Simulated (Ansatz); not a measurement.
Ge: geometry relaxation (part 2 of 2)

The same run, continued: Ge (4 atoms in the cell); DFT, LDA, plane waves, PAW, no spin polarisation (Ansatz 0.2.0); cutoff 420 eV, 6×6×4 k-mesh, Fermi–Dirac smearing of 0.02 eV. The structure was built on a prototype by a generator. The geometry comes from this level: PBE.

Geometry of the input (Å; fractional positions):
```
4.0584  0.0000  0.0000
-2.0292  3.5147  0.0000
0.0000  0.0000  6.6930
Ge 0.3333  0.6667  0.0003
Ge 0.6667  0.3333  0.5003
Ge 0.3333  0.6667  0.3747
Ge 0.6667  0.3333  0.8747
```

Output, continued:
```
E sigma→0 (E₀):  -16862.772441 eV
Entropy (-TS):   -0.000432 eV (-0.108 meV/atom)
Fermi energy:    8.581200 eV
--- Per-component energies (eV) ---
  E_band       = -606.464321
  E_kinetic    = 449.327064
  E_local      = -9859.544973  (includes V_loc(G=0)·N_el)
  E_nonlocal   = 1687.229806
  E_hartree    = 4323.764363
  E_xc         = -301.718748
  E_vxc        = -261.699639  (∫ρ·V_xc dr)
  E_paw        = -7765.941233  (= ΣΔE_a)
  E_vpaw       = -1269.306390  (= ΣTr[D̂ρ^β])
  E_aug_tail   = 0.001072  (compensation charges beyond the density's cutoff)
  E_ewald      = -5403.522881
  E_core_change = 7.633305  (= ΣΔE_core)
  E_smearing   = -0.000432  (= −TS)
  E_closure    = 0.000000  (closes the sum)
  Σ components = -16862.772657   (vs F -16862.772657, Δ=0.00e0)
--- Forces (eV/Å), atoms counted from 1 ---
  atom   1  Ge    -0.00000000     0.00000000     0.00274596
  atom   2  Ge     0.00000000    -0.00000000     0.00274596
  atom   3  Ge     0.00000000     0.00000000    -0.00274596
  atom   4  Ge    -0.00000000    -0.00000000    -0.00274596
  max |Σ_I F_I| component: 5.09e-17 eV/Å
--- Stress (GPa, compression-positive) ---
       -0.005758      -0.000000       0.000000
       -0.000000      -0.005758       0.000000
        0.000000       0.000000       0.016192
  P = ⅓ Tr σ = 0.0016 GPa (0.016 kbar)
--- Band table (eV; the first three rows and the last of 21) ---
  k-point 0: bands = ["-16.4558", "-16.4558", "-16.4204", "-16.4144", "-16.4144", "-16.4025", "-16.3897", "-16.3897", "-16.3320", "-16.3320", "-16.2005", "-16.2005", "-16.1858", "-16.1663", "-16.1663", "-16.1642", "-16.1436", "-16.1436", "-16.1139", "-16.1139", "-4.4527", "-2.3138", "0.8099", "7.0249", "7.0249", "8.3723", "8.4645", "8.6564", "8.6973", "8.6973", "10.7975", "10.7975", "11.3741", "13.1680"]
  k-point 1: bands = ["-16.4513", "-16.4513", "-16.4240", "-16.4240", "-16.4171", "-16.4044", "-16.3789", "-16.3789", "-16.3404", "-16.3404", "-16.1943", "-16.1943", "-16.1834", "-16.1706", "-16.1706", "-16.1680", "-16.1388", "-16.1388", "-16.1179", "-16.1179", "-4.2583", "-2.8661", "1.7525", "6.0966", "7.1959", "7.1959", "8.3185", "8.3185", "8.5822", "9.8857", "11.1765", "11.1765", "11.9123", "12.7447"]
  k-point 2: bands = ["-16.4393", "-16.4393", "-16.4393", "-16.4393", "-16.4100", "-16.4100", "-16.3594", "-16.3594", "-16.3594", "-16.3594", "-16.1815", "-16.1815", "-16.1815", "-16.1815", "-16.1765", "-16.1765", "-16.1280", "-16.1280", "-16.1280", "-16.1280", "-3.6939", "-3.6939", "3.7246", "3.7246", "7.6743", "7.6743", "7.6743", "7.6743", "9.1855", "9.1855", "11.9329", "11.9329", "11.9329", "11.9329"]
  k-point 20: bands = ["-16.4744", "-16.4744", "-16.4509", "-16.4509", "-16.3793", "-16.3793", "-16.3108", "-16.3108", "-16.2848", "-16.2848", "-16.2659", "-16.2659", "-16.2260", "-16.2260", "-16.1939", "-16.1939", "-16.1140", "-16.1140", "-16.0886", "-16.0886", "-1.2715", "-1.2715", "0.2702", "0.2702", "4.1455", "4.1455", "6.5400", "6.5400", "9.8393", "9.8393", "12.6900", "12.6900", "14.3499", "14.3499"]
--- Relaxed structure (4 steps of the walk, 4 accepted, 1 SCFs on fresh bases) ---
  F+E_penalty+E_count = -16862.77265660 eV   max|allowed force component| = 2.746e-3 eV/Å   (the final SCF, on the basis selected at the relaxed cell)
  cell:  # Å, volume = 88.7096 Å³
    - [3.968289959052297, -2.8226478577777178e-11, 0.0]
    - [-1.9841449795017037, 3.4366399141361126, 0.0]
    - [0.0, 0.0, 6.50478858611296]
  atoms:
    - { symbol: Ge, position: [0.33333333333333337, 0.6666666666666666, -9.968465170458025e-5] }
    - { symbol: Ge, position: [0.6666666666666666, 0.3333333333333333, 0.49990031534829554] }
    - { symbol: Ge, position: [0.33333333333333337, 0.6666666666666666, 0.37509968465170457] }
    - { symbol: Ge, position: [0.6666666666666666, 0.3333333333333333, 0.8750996846517047] }
```

File rho_z.tsv:
```
# z_ang	rho[e/angstrom^3]
# format = ansatz-planar-average/11
# lattice	3.968289959	-0.000000000	0.000000000
# lattice	-1.984144980	3.436639914	0.000000000
# lattice	0.000000000	0.000000000	6.504788586
# sites	4
# site	32	0.000000000	2.291093276	-0.000648428
# site	32	1.984144980	1.145546638	3.251745865
# site	32	0.000000000	2.291093276	2.439944147
# site	32	1.984144980	1.145546638	5.692338440
0.000000	1.497207e0
0.144551	1.216062e0
0.289102	7.318597e-1
0.433653	3.942265e-1
0.578203	2.359252e-1
0.722754	1.662267e-1
0.867305	1.315950e-1
1.011856	1.138899e-1
1.156407	1.058745e-1
1.300958	1.064340e-1
1.445509	1.154759e-1
1.590059	1.347968e-1
1.734610	1.723863e-1
1.879161	2.491968e-1
2.023712	4.248978e-1
2.168263	7.885192e-1
2.312814	1.271738e0
2.457365	1.498856e0
2.601915	1.264901e0
2.746466	9.156592e-1
2.891017	8.458272e-1
3.035568	1.120235e0
3.180119	1.456236e0
3.324670	1.409728e0
3.469221	9.708506e-1
3.613771	5.361692e-1
3.758322	2.985772e-1
3.902873	1.945199e-1
4.047424	1.461312e-1
4.191975	1.211939e-1
4.336526	1.088820e-1
4.481077	1.050210e-1
4.625627	1.099452e-1
4.770178	1.234658e-1
4.914729	1.505598e-1
5.059280	2.033857e-1
5.203831	3.188688e-1
5.348382	5.800568e-1
5.492933	1.033602e0
5.637483	1.443170e0
5.782034	1.427804e0
5.926585	1.073337e0
6.071136	8.338382e-1
6.215687	9.491732e-1
6.360238	1.310991e0
```

File v_z.tsv:
```
# z_ang	v_es[eV]	v_tot[eV]
# format = ansatz-planar-average/11
# xc	lda
# density_cutoff_ev	1680
# datasets	Ge=:simpson_from_first_knot:soft:shift=-2816765
# lattice	3.968289959	-0.000000000	0.000000000
# lattice	-1.984144980	3.436639914	0.000000000
# lattice	0.000000000	0.000000000	6.504788586
# sites	4
# site	32	0.000000000	2.291093276	-0.000648428
# site	32	1.984144980	1.145546638	3.251745865
# site	32	0.000000000	2.291093276	2.439944147
# site	32	1.984144980	1.145546638	5.692338440
0.000000	4.419035e-1	-1.088519e1
0.144551	1.739524e0	-9.100966e0
0.289102	3.066693e0	-7.170702e0
0.433653	4.516829e0	-5.032284e0
0.578203	6.096710e0	-2.762380e0
0.722754	7.733229e0	-5.242009e-1
0.867305	9.181435e0	1.395654e0
1.011856	1.010254e1	2.641707e0
1.156407	1.048776e1	3.187918e0
1.300958	1.046341e1	3.152794e0
1.445509	1.001997e1	2.527182e0
1.590059	9.024341e0	1.187268e0
1.734610	7.531334e0	-7.945941e-1
1.879161	5.893872e0	-3.048097e0
2.023712	4.327527e0	-5.309829e0
2.168263	2.895799e0	-7.422785e0
2.312814	1.576628e0	-9.331231e0
2.457365	2.847685e-1	-1.109469e1
2.601915	-8.003519e-1	-1.252740e1
2.746466	-1.410114e0	-1.334137e1
2.891017	-1.504577e0	-1.346950e1
3.035568	-1.090808e0	-1.291281e1
3.180119	-1.650922e-1	-1.169005e1
3.324670	1.087552e0	-1.001123e1
3.469221	2.393982e0	-8.158716e0
3.613771	3.772990e0	-6.126789e0
3.758322	5.293626e0	-3.904239e0
3.902873	6.916828e0	-1.626589e0
4.047424	8.505729e0	5.014246e-1
4.191975	9.717721e0	2.113911e0
4.336526	1.035169e1	2.992635e0
4.481077	1.052400e1	3.240326e0
4.625627	1.030079e1	2.920246e0
4.770178	9.597973e0	1.952227e0
4.914729	8.319576e0	2.551716e-1
5.059280	6.711034e0	-1.908705e0
5.203831	5.096697e0	-4.188299e0
5.348382	3.592848e0	-6.392989e0
5.492933	2.229413e0	-8.397933e0
5.637483	9.247392e-1	-1.023394e1
5.782034	-3.053336e-1	-1.187486e1
5.926585	-1.171155e0	-1.302007e1
6.071136	-1.520252e0	-1.349083e1
6.215687	-1.362624e0	-1.327721e1
6.360238	-6.875115e-1	-1.237838e1
```

Trajectory as extended XYZ (Å, eV, eV/Å), 5 frames, from step=1 to step=5:
```
4
Lattice="4.0584 0.0000 0.0000 -2.0292 3.5147 0.0000 0.0000 0.0000 6.6930" Properties=species:S:1:pos:R:3:forces:R:3 step=1 energy=-16862.67589 pressure_GPa=-4.34
Ge    0.0000    2.3431    0.0021    0.0000   0.0000  -0.0393
Ge    2.0292    1.1716    3.3486    0.0000   0.0000  -0.0393
Ge    0.0000    2.3431    2.5077    0.0000   0.0000   0.0393
Ge    2.0292    1.1716    5.8542    0.0000   0.0000   0.0393
4
Lattice="3.9862 0.0000 0.0000 -1.9931 3.4522 0.0000 0.0000 0.0000 6.5049" Properties=species:S:1:pos:R:3:forces:R:3 step=2 energy=-16862.77151 pressure_GPa=-0.61
Ge    0.0000    2.3015   -0.0048    0.0000   0.0000   0.0272
Ge    1.9931    1.1507    3.2476    0.0000   0.0000   0.0272
Ge    0.0000    2.3015    2.4441    0.0000   0.0000  -0.0272
Ge    1.9931    1.1507    5.6966    0.0000   0.0000  -0.0272
4
Lattice="3.9651 0.0000 0.0000 -1.9825 3.4339 0.0000 0.0000 0.0000 6.5047" Properties=species:S:1:pos:R:3:forces:R:3 step=3 energy=-16862.77386 pressure_GPa=0.11
Ge    0.0000    2.2892   -0.0002    0.0000   0.0000   0.0002
Ge    1.9825    1.1446    3.2522    0.0000   0.0000   0.0002
Ge    0.0000    2.2892    2.4395    0.0000   0.0000  -0.0002
Ge    1.9825    1.1446    5.6918    0.0000   0.0000  -0.0002
4
Lattice="3.9683 0.0000 0.0000 -1.9841 3.4366 0.0000 0.0000 0.0000 6.5048" Properties=species:S:1:pos:R:3:forces:R:3 step=4 energy=-16862.77389 pressure_GPa=-0.01
Ge    0.0000    2.2911   -0.0006    0.0000   0.0000   0.0027
Ge    1.9841    1.1455    3.2517    0.0000   0.0000   0.0027
Ge    0.0000    2.2911    2.4399    0.0000   0.0000  -0.0027
Ge    1.9841    1.1455    5.6923    0.0000   0.0000  -0.0027
4
Lattice="3.9683 0.0000 0.0000 -1.9841 3.4366 0.0000 0.0000 0.0000 6.5048" Properties=species:S:1:pos:R:3:forces:R:3 step=5 energy=-16862.77266 pressure_GPa=0.00
Ge    0.0000    2.2911   -0.0006    0.0000   0.0000   0.0027
Ge    1.9841    1.1455    3.2517    0.0000   0.0000   0.0027
Ge    0.0000    2.2911    2.4399    0.0000   0.0000  -0.0027
Ge    1.9841    1.1455    5.6923    0.0000   0.0000  -0.0027
```

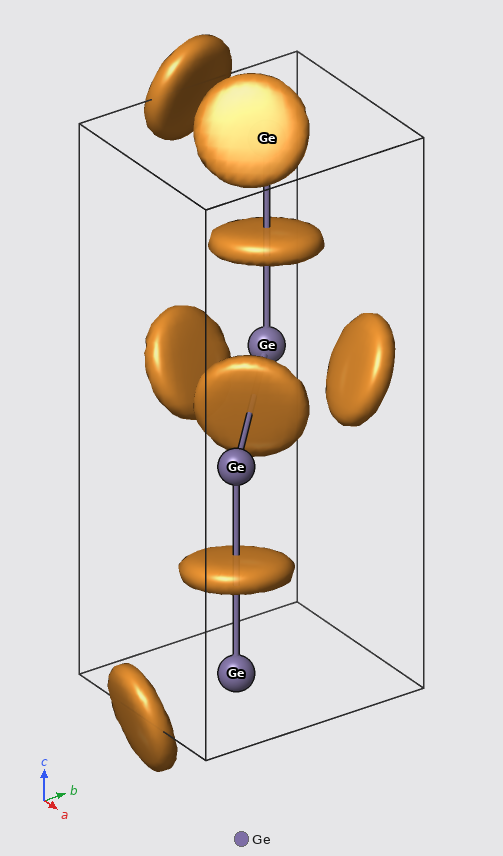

*Isosurface of the ELF at 0.65 (orange), seen slightly off an axis. Only the valence region is drawn (cores and ρ < 0.01 e/Å³ removed). Sticks mark near contacts. The outline is the cell set on symmetry axes.*

Along the contacts the grid gives the following. Core electrons are frozen (PAW), so the fields are smoothed inside the atomic spheres.

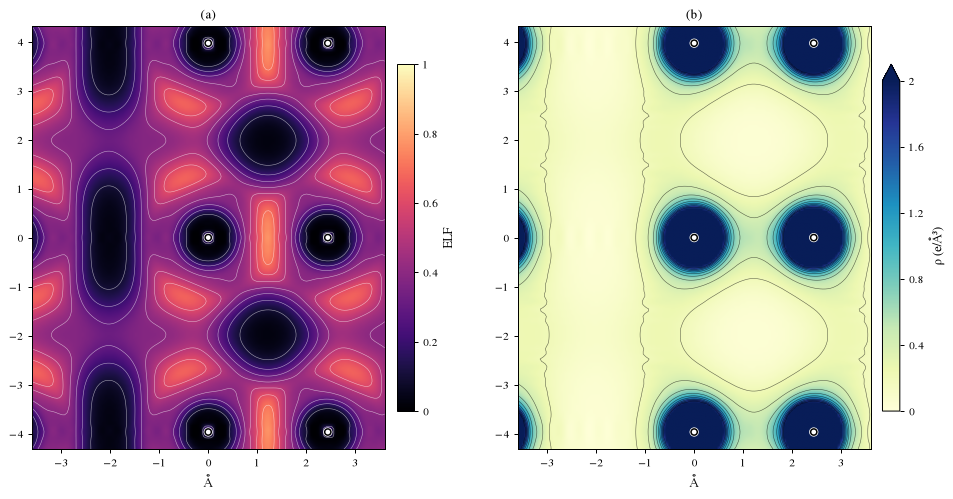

*(a) electron localisation function; (b) valence pseudo-density on the (11̄0) plane of the conventional cell. Circles mark the nuclei in the plane (Ge).*

The section cuts through Ge sites. Away from the nuclei the density in this plane falls to 0.009 e/Å³ at its lowest.
